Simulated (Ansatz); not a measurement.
Input file:

```
crystal:
  lattice:
    - [0.0, 2.0863455124, 2.0863455124]
    - [2.0863455124, 0.0, 2.0863455124]
    - [2.0863455124, 2.0863455124, 0.0]
  atoms:
    - { symbol: Ti, position: [0.0, 0.0, 0.0] }
    - { symbol: "N", position: [0.5, 0.5, 0.5] }
basis:
  ecutwfc: 420
kpoints:
  mp_grid: { grid: [18, 18, 18] }
hamiltonian:
  xc: lda
scf:
  occupations: { method: gaussian, width: 0.1 }
output:
  forces: true
  stress: true
  eigenvalues: true
  write_density: true
  write_potential: true
  elf: true
  volumetric_format: npy
relax:
  adjacent_minimum: "off"
  f_tol: 0.005
  max_steps: 80
  cell: { stress_tol: 0.05 }
```

Command:

```sh
ansatz run input.yaml --threads 8 --pin off --max-ram 20480MiB --backend cpu --events-out ev --progress --plain --runs-dir out
```

Below, planes, directions and counts refer to the conventional cell (a = 4.17 Å, b = 4.17 Å, c = 4.17 Å, α = 90.00°, β = 90.00°, γ = 90.00°).

The fields are those of the relaxed geometry.

Space group Fm-3m; a structure from a database of computed crystals, not necessarily the ambient phase; computed without spin polarisation.

Computed with DFT LDA, scalar-relativistic, plane waves, PAW in Ansatz 0.2.0.

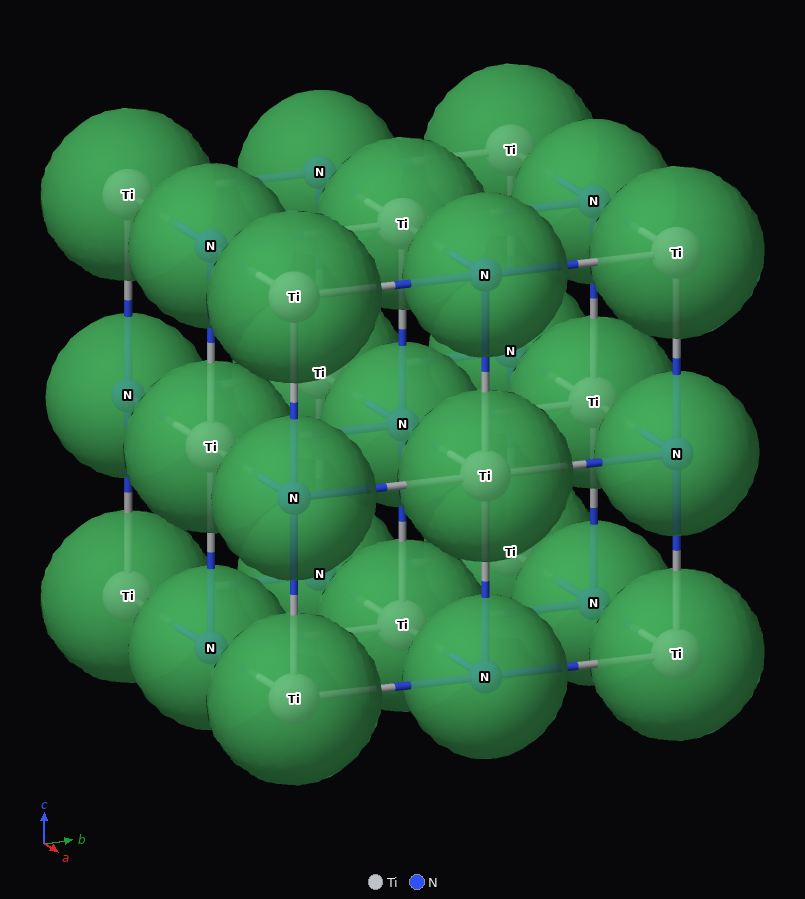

TiN. Isosurface of the valence charge density (pseudo) at 0.8 e/Å³ (green), seen slightly off an axis. Sticks mark near contacts.

In a PAW calculation such maps are meaningful between the atoms, not at the nuclei.

> What does this surface tell about the bonding?

At this value the density breaks into separate islands; it holds about 70 % of the electrons treated as valence (semicore included). It bridges none of the near contacts. It is pinched off along the shortest Ti–N (2.09 Å) contacts. On the grid the lowest density along these lines, outside the cores, is 0.55 e/Å³ (Ti–N, 2.09 Å).

> Metal or insulator at this level of theory?

It is gapless in this calculation (a metal or semimetal); semilocal functionals without U, or without the true magnetic order, often close the gap of such compounds.
